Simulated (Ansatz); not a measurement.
**Geometry relaxation, with input and output: Al (part 2 of 2)**

Al (defect cell, 26 atoms in the cell); DFT PBE, scalar-relativistic, plane waves, PAW, no spin polarisation (Ansatz 0.2.0); cutoff 420 eV, 3×3×3 k-mesh, Gaussian smearing of 0.1 eV. The structure derives from an entry of the Crystallography Open Database.

**Output, continued**
```
  k-point 1: bands = ["-3.1026", "-2.0918", "-0.8423", "-0.8423", "-0.7804", "-0.4836", "-0.4836", "-0.1438", "0.4888", "0.4888", "0.7956", "1.7760", "2.0414", "2.0414", "2.1680", "2.1680", "2.3045", "2.7852", "4.2738", "4.2738", "4.4169", "4.5537", "4.6314", "4.6314", "4.8360", "4.8360", "4.8723", "4.9407", "5.4937", "5.5786", "5.5786", "5.8381", "5.8381", "6.1415", "6.8800", "6.9092", "6.9092", "7.1943", "7.1943", "7.3677", "7.4323", "7.4323", "7.4902", "8.5425", "8.5425", "8.6309", "9.5552", "9.5569", "9.5569", "9.5733", "9.6211", "9.6211", "9.7916", "9.9451", "9.9451", "10.1887", "10.1887", "10.4272", "10.5229", "10.5229", "10.8949", "10.8949", "10.8949", "11.5384", "11.7739"]
  k-point 2: bands = ["-2.9922", "-1.7262", "-1.3914", "-1.3778", "-1.3778", "-0.9707", "0.8879", "0.9163", "0.9163", "0.9826", "1.2283", "1.2753", "1.2753", "1.8476", "2.1838", "2.2479", "2.2479", "2.6491", "3.6242", "3.7749", "3.8089", "3.8089", "4.2660", "4.7493", "4.8506", "4.8506", "5.1618", "5.6929", "5.7556", "5.8232", "5.8232", "6.0551", "6.2815", "6.3636", "6.3636", "7.0066", "7.0278", "7.0278", "7.2806", "7.4162", "7.4162", "7.4238", "7.7026", "8.1585", "8.1893", "8.2567", "8.5425", "8.5425", "9.7123", "9.7123", "9.7811", "10.1632", "10.6293", "10.7106", "10.8295", "10.8295", "10.8926", "11.0843", "11.0843", "11.1330", "11.2571", "11.4396", "11.4396", "11.4916", "11.5371"]
  k-point 3: bands = ["-2.5870", "-2.2674", "-2.1166", "-1.2692", "-1.0890", "0.1135", "0.3515", "0.3721", "0.4043", "0.6742", "1.3817", "1.5685", "2.5767", "2.6575", "2.7033", "2.7088", "2.9305", "2.9338", "3.0215", "3.0524", "3.1199", "3.4246", "3.8864", "3.9840", "4.1768", "4.4230", "5.0744", "5.1592", "5.1837", "5.5172", "5.5190", "5.8743", "5.8881", "6.5188", "7.3585", "7.4437", "7.5989", "7.7566", "7.8727", "7.9312", "7.9640", "8.0193", "8.0734", "8.3026", "8.6163", "8.8011", "8.9193", "8.9634", "9.1710", "9.2945", "9.5233", "9.8523", "9.8818", "9.9805", "10.1077", "10.1847", "10.6684", "10.7345", "10.9185", "10.9238", "11.3652", "11.4973", "11.5932", "11.7695", "11.8011"]
--- Relaxed structure (3 steps of the walk, 3 accepted, 0 SCFs on fresh bases) ---
  F+E_penalty+E_count = -13973.65802998 eV   max|allowed force component| = 1.253e-2 eV/Å
  atoms:
    - { symbol: Al, position: [0.6666666666666666, 0.32848017016249875, 0.6666666666666666] }
    - { symbol: Al, position: [0.6666666666666666, 0.6715198298375012, 0.6666666666666666] }
    - { symbol: Al, position: [0.3381864965041679, 1.0, 0.6666666666666665] }
    - { symbol: Al, position: [0.3381864965041678, 0.32848017016249886, 0.6666666666666665] }
    - { symbol: Al, position: [0.33213991920020425, 0.6654732525335372, 0.6702469090660544] }
    - { symbol: Al, position: [-0.004853163170834562, 5.551115123125783e-17, 0.6666666666666665] }
    - { symbol: Al, position: [0.001193414133129178, 0.33452674746646255, 0.6630864242672789] }
    - { symbol: Al, position: [-0.004853163170834618, 0.6715198298375011, 0.6666666666666666] }
    - { symbol: Al, position: [0.6666666666666665, 1.0, 0.3381864965041679] }
    - { symbol: Al, position: [0.6666666666666665, 0.32848017016249886, 0.3381864965041678] }
    - { symbol: Al, position: [0.6702469090660544, 0.6654732525335372, 0.33213991920020425] }
    - { symbol: Al, position: [0.3321399192002042, 0.00358024239938759, 0.3321399192002042] }
    - { symbol: Al, position: [0.33243405657515074, 0.3342326100915159, 0.33243405657515074] }
    - { symbol: Al, position: [0.3321399192002042, 0.6654732525335374, 0.3321399192002042] }
    - { symbol: Al, position: [-0.004853163170834507, 0.0, 0.3381864965041679] }
    - { symbol: Al, position: [0.0008992767581824934, 0.33423261009151584, 0.3324340565751508] }
    - { symbol: Al, position: [0.0008992767581825489, 0.665767389908484, 0.3324340565751508] }
    - { symbol: Al, position: [0.6666666666666665, 5.551115123125783e-17, -0.004853163170834562] }
    - { symbol: Al, position: [0.6630864242672789, 0.33452674746646255, 0.001193414133129178] }
    - { symbol: Al, position: [0.6666666666666666, 0.6715198298375011, -0.004853163170834618] }
    - { symbol: Al, position: [0.3381864965041679, 0.0, -0.004853163170834507] }
    - { symbol: Al, position: [0.3324340565751508, 0.33423261009151584, 0.0008992767581824934] }
    - { symbol: Al, position: [0.3324340565751508, 0.665767389908484, 0.0008992767581825489] }
    - { symbol: Al, position: [0.0011934141331292412, -0.0035802423993876184, 0.0011934141331292412] }
    - { symbol: Al, position: [0.0011934141331292412, 0.33452674746646244, 0.0011934141331292412] }
    - { symbol: Al, position: [0.0008992767581825311, 0.665767389908484, 0.0008992767581825311] }
```

**Trajectory as extended XYZ (Å, eV, eV/Å), 3 frames, from step=1 to step=3**
```
26
Lattice="0.0000 6.0622 -6.0622 6.0622 6.0622 0.0000 6.0622 0.0000 -6.0622" Properties=species:S:1:pos:R:3:forces:R:3 step=1 energy=-13973.56594
Al    6.0622    6.0622   -8.0829   -0.1871  -0.1871   0.0000
Al    8.0829    8.0829   -8.0829    0.1871   0.1871   0.0000
Al   10.1036    8.0829   -6.0622    0.0000   0.1871  -0.1871
Al    6.0622    4.0415   -6.0622   -0.1871   0.0000  -0.1871
Al    8.0829    6.0622   -6.0622    0.1224  -0.1224  -0.1224
Al    4.0415    0.0000   -4.0415    0.0000  -0.1871   0.1871
Al    6.0622    2.0207   -4.0415   -0.1224   0.1224   0.1224
Al    8.0829    4.0415   -4.0415    0.1871   0.0000   0.1871
Al    8.0829   10.1036   -6.0622    0.1871   0.0000  -0.1871
Al    4.0415    6.0622   -6.0622    0.0000  -0.1871  -0.1871
Al    6.0622    8.0829   -6.0622   -0.1224   0.1224  -0.1224
Al    2.0207    2.0207   -4.0415    0.1224   0.1224   0.1224
Al    4.0415    4.0415   -4.0415    0.0000   0.0000   0.1185
Al    6.0622    6.0622   -4.0415   -0.1224  -0.1224   0.1224
Al    2.0207    0.0000   -2.0207    0.1871  -0.1871   0.0000
Al    4.0415    2.0207   -2.0207    0.0000   0.1185   0.0000
Al    6.0622    4.0415   -2.0207   -0.1185   0.0000   0.0000
Al    0.0000    4.0415   -4.0415   -0.1871   0.0000   0.1871
Al    2.0207    6.0622   -4.0415    0.1224  -0.1224   0.1224
Al    4.0415    8.0829   -4.0415    0.0000   0.1871   0.1871
Al    0.0000    2.0207   -2.0207   -0.1871   0.1871   0.0000
Al    2.0207    4.0415   -2.0207    0.1185   0.0000   0.0000
Al    4.0415    6.0622   -2.0207    0.0000  -0.1185   0.0000
Al    0.0000    0.0000    0.0000   -0.1224  -0.1224  -0.1224
Al    2.0207    2.0207    0.0000    0.1224   0.1224  -0.1224
Al    4.0415    4.0415    0.0000    0.0000   0.0000  -0.1185
26
Lattice="0.0000 6.0622 -6.0622 6.0622 6.0622 0.0000 6.0622 0.0000 -6.0622" Properties=species:S:1:pos:R:3:forces:R:3 step=2 energy=-13973.65005
Al    6.0259    6.0259   -8.0829    0.0430   0.0430   0.0000
Al    8.1192    8.1192   -8.0829   -0.0430  -0.0430   0.0000
Al   10.1036    8.1192   -6.0985    0.0000  -0.0430   0.0430
Al    6.0259    4.0415   -6.0985    0.0430   0.0000   0.0430
Al    8.1029    6.0422   -6.0822   -0.0425   0.0425   0.0425
Al    4.0415   -0.0363   -4.0052    0.0000   0.0430  -0.0430
Al    6.0422    2.0407   -4.0215    0.0425  -0.0425  -0.0425
Al    8.1192    4.0415   -4.0052   -0.0430   0.0000  -0.0430
Al    8.1192   10.1036   -6.0985   -0.0430   0.0000   0.0430
Al    4.0415    6.0259   -6.0985    0.0000   0.0430   0.0430
Al    6.0422    8.1029   -6.0822    0.0425  -0.0425   0.0425
Al    2.0407    2.0407   -4.0215   -0.0425  -0.0425  -0.0425
Al    4.0415    4.0415   -4.0230    0.0000   0.0000  -0.0753
Al    6.0422    6.0422   -4.0215    0.0425   0.0425  -0.0425
Al    2.0570   -0.0363   -2.0207   -0.0430   0.0430   0.0000
Al    4.0415    2.0391   -2.0207    0.0000  -0.0753   0.0000
Al    6.0438    4.0415   -2.0207    0.0753   0.0000   0.0000
Al   -0.0363    4.0415   -4.0052    0.0430   0.0000  -0.0430
Al    2.0407    6.0422   -4.0215   -0.0425   0.0425  -0.0425
Al    4.0415    8.1192   -4.0052    0.0000  -0.0430  -0.0430
Al   -0.0363    2.0570   -2.0207    0.0430  -0.0430   0.0000
Al    2.0391    4.0415   -2.0207   -0.0753   0.0000   0.0000
Al    4.0415    6.0438   -2.0207    0.0000   0.0753   0.0000
Al   -0.0200   -0.0200   -0.0200    0.0425   0.0425   0.0425
Al    2.0407    2.0407   -0.0200   -0.0425  -0.0425   0.0425
Al    4.0415    4.0415   -0.0184    0.0000   0.0000   0.0753
26
Lattice="0.0000 6.0622 -6.0622 6.0622 6.0622 0.0000 6.0622 0.0000 -6.0622" Properties=species:S:1:pos:R:3:forces:R:3 step=3 energy=-13973.65803
Al    6.0328    6.0328   -8.0829   -0.0031  -0.0031   0.0000
Al    8.1123    8.1123   -8.0829    0.0031   0.0031   0.0000
Al   10.1036    8.1123   -6.0916    0.0000   0.0031  -0.0031
Al    6.0328    4.0415   -6.0916   -0.0031   0.0000  -0.0031
Al    8.0974    6.0477   -6.0767    0.0016  -0.0016  -0.0016
Al    4.0415   -0.0294   -4.0120    0.0000  -0.0031   0.0031
Al    6.0477    2.0352   -4.0270   -0.0016   0.0016   0.0016
Al    8.1123    4.0415   -4.0120    0.0031   0.0000   0.0031
Al    8.1123   10.1036   -6.0916    0.0031   0.0000  -0.0031
Al    4.0415    6.0328   -6.0916    0.0000  -0.0031  -0.0031
Al    6.0477    8.0974   -6.0767   -0.0016   0.0016  -0.0016
Al    2.0352    2.0352   -4.0270    0.0016   0.0016   0.0016
Al    4.0415    4.0415   -4.0306    0.0000   0.0000  -0.0125
Al    6.0477    6.0477   -4.0270   -0.0016  -0.0016   0.0016
Al    2.0501   -0.0294   -2.0207    0.0031  -0.0031   0.0000
Al    4.0415    2.0316   -2.0207    0.0000  -0.0125   0.0000
Al    6.0513    4.0415   -2.0207    0.0125   0.0000   0.0000
Al   -0.0294    4.0415   -4.0120   -0.0031   0.0000   0.0031
Al    2.0352    6.0477   -4.0270    0.0016  -0.0016   0.0016
Al    4.0415    8.1123   -4.0120    0.0000   0.0031   0.0031
Al   -0.0294    2.0501   -2.0207   -0.0031   0.0031   0.0000
Al    2.0316    4.0415   -2.0207   -0.0125   0.0000   0.0000
Al    4.0415    6.0513   -2.0207    0.0000   0.0125   0.0000
Al   -0.0145   -0.0145   -0.0145   -0.0016  -0.0016  -0.0016
Al    2.0352    2.0352   -0.0145    0.0016   0.0016  -0.0016
Al    4.0415    4.0415   -0.0109    0.0000   0.0000   0.0125
```

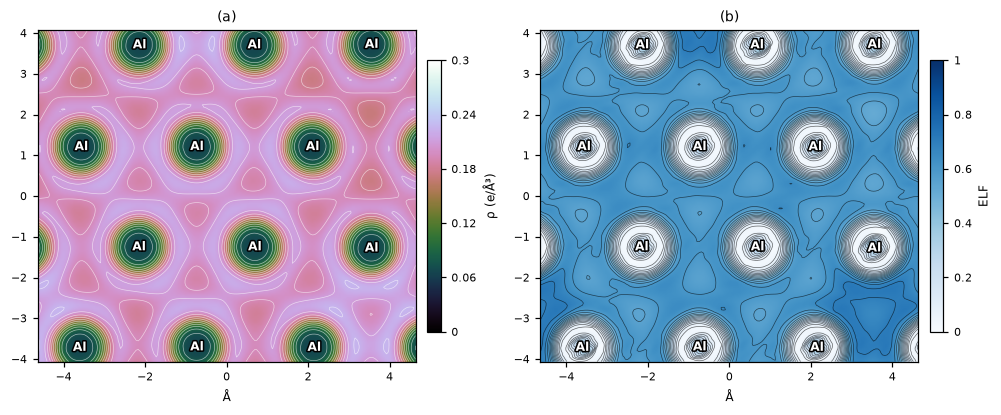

Figure 1. (a) valence charge density (pseudo); (b) ELF on the (001) plane of the calculation cell. The plane passes through Al nuclei. Al–Al (2.82 Å): the density is about 0.21 e/Å³ at the midpoint; the ELF peaks at about 0.70 between the atoms. Al–Al (2.88 Å): ρ at the midpoint is about 0.2 e/Å³; the ELF is about 0.60 at the midpoint, which marks nearly free electrons, as in a simple metal. Away from the nuclei the density in this plane falls to 0.17 e/Å³ at its lowest. The fields are those of the smooth PAW valence density.

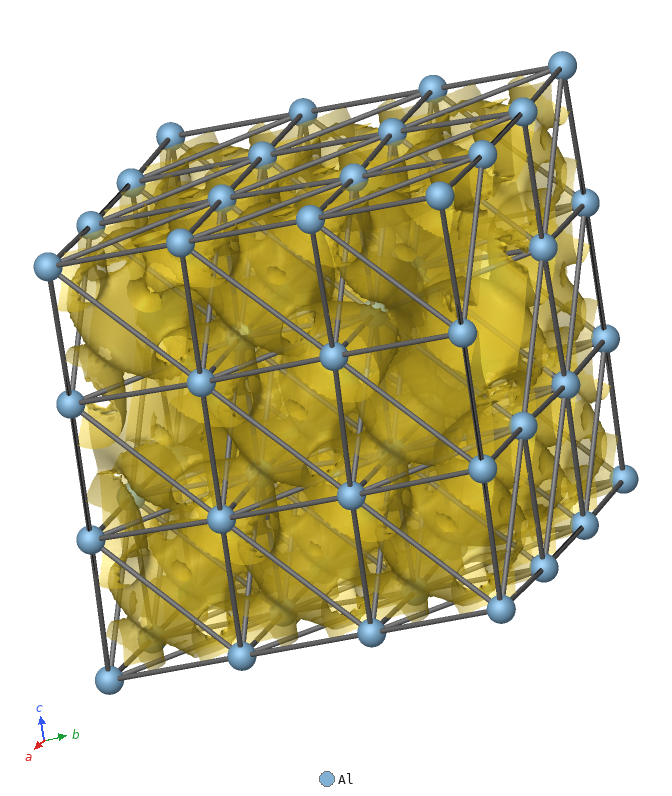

Figure 2. Isosurface of the ELF at 0.55 (yellow), seen slightly off an axis. Core shells and regions of very low density are left out. Sticks mark near contacts. The outline is the calculation cell. Profiles from the grid: Al–Al (2.82 Å): the ELF peaks at about 0.70 between the atoms. Al–Al (2.87 Å): the ELF is about 0.60 at the midpoint, as expected for metallic bonding.
